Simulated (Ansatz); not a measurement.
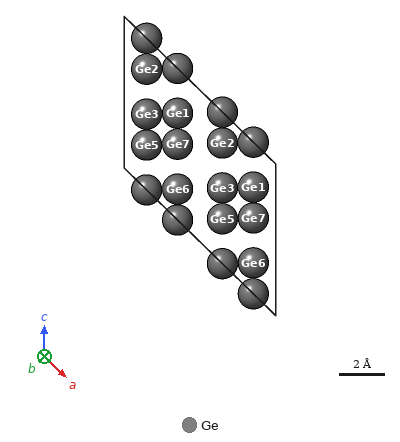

The structure (spheres-only view of the cell 2 times as large as that of the calculation, set on its symmetry axes, along the b axis; atoms are numbered from 1 in the order of the input).

**Two runs on Ge**

System: Ge (C2/c, 8 atoms in the cell).
Method of run 1: DFT LDA, scalar-relativistic, plane waves, PAW, PAW set soft_1, no spin polarisation (Ansatz 0.2.0).

The structure derives from a Materials Project entry. Text and figures count atoms from 1; the logs count them from 0 in places.

**The input, run 1**
```yaml
crystal:
  lattice:
    - [-3.4833464005, 3.4374563581, 3.4833464005]
    - [3.3915663157, -3.4374563581, 3.3915663157]
    - [3.4833464005, 3.4374563581, -3.4833464005]
  atoms:
    - { symbol: Ge, position: [0.5, 0.0, 0.7958727303] }
    - { symbol: Ge, position: [0.7958727303, 0.5, 0.0] }
    - { symbol: Ge, position: [0.0, 0.7958727303, 0.5] }
    - { symbol: Ge, position: [0.7041272697, 0.7041272697, 0.7041272697] }
    - { symbol: Ge, position: [0.5, 0.0, 0.2041272697] }
    - { symbol: Ge, position: [0.2041272697, 0.5, 0.0] }
    - { symbol: Ge, position: [0.0, 0.2041272697, 0.5] }
    - { symbol: Ge, position: [0.2958727303, 0.2958727303, 0.2958727303] }
basis:
  ecutwfc: 420
kpoints:
  mp_grid: { grid: [8, 8, 8] }
hamiltonian:
  xc: lda
  pseudopotentials: { kind: paw, azcp: { folder: soft_1 } }
scf:
  occupations: { method: gaussian, width: 0.15 }
output:
  forces: true
  stress: true
  eigenvalues: true
```

Command:
```bash
ansatz run input.yaml --threads 4 --pin off --max-ram 8192MiB --backend cpu --events-out ev --progress --plain --runs-dir out
```

Hardware: 4 threads of Arm Neoverse V1, 24 GiB of memory available, shared host.

**Output, shortened to warnings, some set-up lines, iterations and results (run 1)**
```
Warning: [file] the record states the generating functional pbe (its physics header spells it `PBE`), which answers neither for hamiltonian.xc's functional nor for the lda family's — results may be inconsistent (PPs are generated against a specific XC)
Basis set: ecut = 420 eV, 3151 PW (Γ)
Symmetry: 4 space group operations
k-points: 150 of 512
Initial density: superposition of atomic densities (chi_scale 0.1, normalization cell)
[...]
SCF iter   1: F=—  HF=-33725.214393 eV  |F-HF|=—  |Δ(HF+E_count)|=         —  Δρ=3.33e-2  dr2=1.53e0  ethr=3.10e-3  ⟨swp⟩=5.8  Hψ=36441  notcnv=0
SCF iter   2: F=—  HF=-33725.025338 eV  |F-HF|=—  |Δ(HF+E_count)|=   1.89e-1  Δρ=2.13e-2  dr2=6.89e-1  ethr=1.37e-3  ⟨swp⟩=2.0  Hψ=12856  notcnv=0  defer=555
SCF iter   3: F=—  HF=-33724.864008 eV  |F-HF|=—  |Δ(HF+E_count)|=   1.61e-1  Δρ=2.86e-3  dr2=1.87e-2  ethr=6.15e-4  ⟨swp⟩=2.0  Hψ=13186  notcnv=0  defer=555
SCF iter   4: F=—  HF=-33724.856760 eV  |F-HF|=—  |Δ(HF+E_count)|=   7.25e-3  Δρ=1.84e-3  dr2=6.74e-3  ethr=1.67e-5  ⟨swp⟩=2.0  Hψ=15880  notcnv=0  defer=558
SCF iter   5: F=—  HF=-33724.855559 eV  |F-HF|=—  |Δ(HF+E_count)|=   1.20e-3  Δρ=4.86e-4  dr2=4.11e-4  ethr=6.02e-6  ⟨swp⟩=2.0  Hψ=17995  notcnv=0  defer=558
SCF iter   6: F=—  HF=-33724.855560 eV  |F-HF|=—  |Δ(HF+E_count)|=   3.57e-7  Δρ=9.13e-5  dr2=1.58e-5  ethr=3.67e-7  ⟨swp⟩=3.0  Hψ=18885  notcnv=0  defer=558
SCF iter   7: F=—  HF=-33724.855593 eV  |F-HF|=—  |Δ(HF+E_count)|=   3.30e-5  Δρ=2.11e-5  dr2=7.07e-7  ethr=1.41e-8  ⟨swp⟩=2.0  Hψ=18271  notcnv=0  defer=571
SCF iter   8: F=—  HF=-33724.855593 eV  |F-HF|=—  |Δ(HF+E_count)|=   1.55e-7  Δρ=1.13e-5  dr2=2.62e-7  ethr=8.93e-11  ⟨swp⟩=10.1  Hψ=49001  notcnv=0
SCF iter   9: F=-33724.855592 eV  HF=-33724.855592 eV  |F-HF|=4.03e-8  |Δ(HF+E_count)|=   1.70e-7  Δρ=4.24e-6  dr2=6.25e-8  ethr=8.93e-11  ⟨swp⟩=4.0  Hψ=29809  notcnv=0
SCF 1 converged in 9 iterations: F = -33724.855592 eV  dr2 = 6.25e-8
SCF converged after 9 iterations
Free energy (F): -33724.855592 eV
Harris-Foulkes:  -33724.855592 eV  (|F-HF|=4.03e-8)
Internal energy: -33724.841032 eV  (E = F + TS)
E sigma→0 (E₀):  -33724.848312 eV
Entropy (-TS):   -0.014560 eV (-1.820 meV/atom)
Fermi energy:    9.595167 eV
--- Per-component energies (eV) ---
  E_band       = -1092.720397
  E_kinetic    = 748.229416
  E_local      = -16806.374853  (includes V_loc(G=0)·N_el)
  E_nonlocal   = 1763.701166
  E_hartree    = 8041.428210
  E_xc         = -573.862181
  E_vxc        = -528.104469  (∫ρ·V_xc dr)
  E_paw        = -15470.924952  (= ΣΔE_a)
  E_vpaw       = -2353.030065  (= ΣTr[D̂ρ^β])
  E_aug_tail   = 0.000116  (compensation charges beyond the density's cutoff)
  E_ewald      = -11442.304565
  E_core_change = 15.266612  (= ΣΔE_core)
  E_smearing   = -0.014560  (= −TS)
  E_closure    = 0.000000  (closes the sum)
  Σ components = -33724.855592   (vs F -33724.855592, Δ=0.00e0)
--- Forces (eV/Å), atoms counted from 1 ---
  atom   1  Ge     0.02016002     0.06488231    -0.18160721
  atom   2  Ge    -0.02016002     0.06488231     0.18160721
  atom   3  Ge    -0.05563574     0.08221499    -0.17298769
  atom   4  Ge     0.05563574     0.08221499     0.17298769
  atom   5  Ge    -0.02016002    -0.06488231     0.18160721
  atom   6  Ge     0.02016002    -0.06488231    -0.18160721
  atom   7  Ge     0.05563574    -0.08221499     0.17298769
  atom   8  Ge    -0.05563574    -0.08221499    -0.17298769
  max |Σ_I F_I| component: 2.78e-17 eV/Å
--- Stress (GPa, compression-positive) ---
        0.098964      -0.000000       1.936677
       -0.000000       0.018335       0.000000
        1.936677       0.000000       0.131876
  P = ⅓ Tr σ = 0.0831 GPa (0.831 kbar)
```

For run 2 the input was changed thus:
```diff
-  ecutwfc: 420
+  xc_grid: 4
+  mixing: { preconditioner: ldos }
```

Predict how the results change.

The energy doesn't change within 0.01 meV per atom. The SCF takes 7 iterations against 9.

**Output, shortened to warnings, some set-up lines, iterations and results (run 2)**
```
Warning: [file] the record states the generating functional pbe (its physics header spells it `PBE`), which answers neither for hamiltonian.xc's functional nor for the lda family's — results may be inconsistent (PPs are generated against a specific XC)
Basis set: ecut = 420 eV, 3151 PW (Γ), exchange–correlation on 180×160×180 points (64 copies of the dense FFT grid, shifted against one another)
Symmetry: 4 space group operations
k-points: 150 of 512
Initial density: superposition of atomic densities (chi_scale 0.1, normalization cell)
[...]
SCF iter   1: F=—  HF=-33725.214395 eV  |F-HF|=—  |Δ(HF+E_count)|=         —  Δρ=3.33e-2  dr2=1.53e0  ethr=3.10e-3  ⟨swp⟩=5.8  Hψ=36441  notcnv=0
SCF iter   2: F=—  HF=-33724.963338 eV  |F-HF|=—  |Δ(HF+E_count)|=   2.51e-1  Δρ=1.04e-2  dr2=2.62e-1  ethr=1.37e-3  ⟨swp⟩=3.8  Hψ=21946  notcnv=0  defer=602
SCF iter   3: F=—  HF=-33724.872783 eV  |F-HF|=—  |Δ(HF+E_count)|=   9.06e-2  Δρ=3.81e-3  dr2=3.71e-2  ethr=2.34e-4  ⟨swp⟩=2.0  Hψ=19198  notcnv=0  defer=602
SCF iter   4: F=—  HF=-33724.856281 eV  |F-HF|=—  |Δ(HF+E_count)|=   1.65e-2  Δρ=8.59e-4  dr2=1.98e-3  ethr=3.31e-5  ⟨swp⟩=2.0  Hψ=18456  notcnv=0  defer=599
SCF iter   5: F=—  HF=-33724.855614 eV  |F-HF|=—  |Δ(HF+E_count)|=   6.67e-4  Δρ=1.43e-4  dr2=3.74e-5  ethr=1.77e-6  ⟨swp⟩=3.0  Hψ=19090  notcnv=0  defer=599
SCF iter   6: F=—  HF=-33724.855595 eV  |F-HF|=—  |Δ(HF+E_count)|=   1.89e-5  Δρ=1.46e-5  dr2=1.92e-7  ethr=3.34e-8  ⟨swp⟩=2.0  Hψ=18513  notcnv=0  defer=599
SCF iter   7: F=-33724.855595 eV  HF=-33724.855595 eV  |F-HF|=5.13e-8  |Δ(HF+E_count)|=   2.62e-9  Δρ=4.25e-6  dr2=4.80e-8  ethr=8.93e-11  ⟨swp⟩=9.8  Hψ=49468  notcnv=0
SCF 1 converged in 7 iterations: F = -33724.855595 eV  dr2 = 4.80e-8
SCF converged after 7 iterations
Free energy (F): -33724.855595 eV
Harris-Foulkes:  -33724.855595 eV  (|F-HF|=5.13e-8)
Internal energy: -33724.841035 eV  (E = F + TS)
E sigma→0 (E₀):  -33724.848315 eV
Entropy (-TS):   -0.014560 eV (-1.820 meV/atom)
Fermi energy:    9.595138 eV
--- Per-component energies (eV) ---
  E_band       = -1092.733668
  E_kinetic    = 748.229035
  E_local      = -16806.381630  (includes V_loc(G=0)·N_el)
  E_nonlocal   = 1763.699521
  E_hartree    = 8041.434354
  E_xc         = -573.862104
  E_vxc        = -528.104328  (∫ρ·V_xc dr)
  E_paw        = -15470.922374  (= ΣΔE_a)
  E_vpaw       = -2353.038460  (= ΣTr[D̂ρ^β])
  E_aug_tail   = 0.000116  (compensation charges beyond the density's cutoff)
  E_ewald      = -11442.304565
  E_core_change = 15.266612  (= ΣΔE_core)
  E_smearing   = -0.014560  (= −TS)
  E_closure    = 0.000000  (closes the sum)
  Σ components = -33724.855595   (vs F -33724.855595, Δ=0.00e0)
--- Forces (eV/Å), atoms counted from 1 ---
  atom   1  Ge     0.02012510     0.06483706    -0.18158662
  atom   2  Ge    -0.02012510     0.06483706     0.18158662
  atom   3  Ge    -0.05560338     0.08217317    -0.17296522
  atom   4  Ge     0.05560338     0.08217317     0.17296522
  atom   5  Ge    -0.02012510    -0.06483706     0.18158662
  atom   6  Ge     0.02012510    -0.06483706    -0.18158662
  atom   7  Ge     0.05560338    -0.08217317     0.17296522
  atom   8  Ge    -0.05560338    -0.08217317    -0.17296522
  max |Σ_I F_I| component: 4.16e-17 eV/Å
--- Stress (GPa, compression-positive) ---
        0.098922      -0.000000       1.936689
       -0.000000       0.018282       0.000000
        1.936690       0.000000       0.131840
  P = ⅓ Tr σ = 0.0830 GPa (0.830 kbar)
```

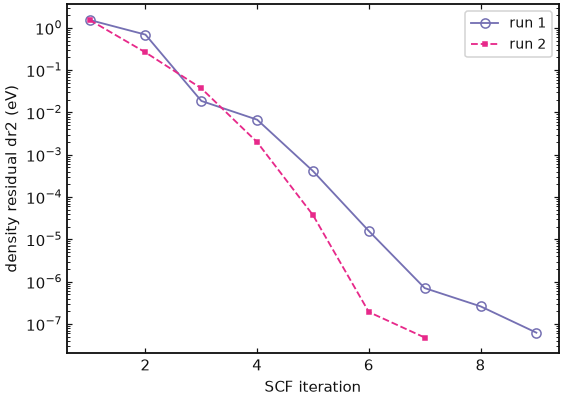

Convergence of the two runs: density residual dr2 against the SCF iteration. Run 1 takes 9 iterations in all, and run 2 takes 7.

**The two runs side by side**

| quantity | run 1 | run 2 |
| --- | --- | --- |
| outcome | converged | converged |
| free energy per atom (eV) | −4215.6069 | −4215.6069 |
| energy per atom, smearing taken to zero (eV) | −4215.6060 | −4215.6060 |
| gap on the mesh (eV) | 0.00 | 0.00 |
| pressure (GPa) | 0.08 | 0.08 |
| largest force (eV/Å) | 0.199 | 0.199 |
| SCF iterations | 9 | 7 |
| irreducible k-points | 150 | 150 |
| plane waves at Γ | 3151 | 3151 |
| wall time (shared host) | 32 s | 26 s |

For both runs: Warnings: the PAW datasets were made with another functional.
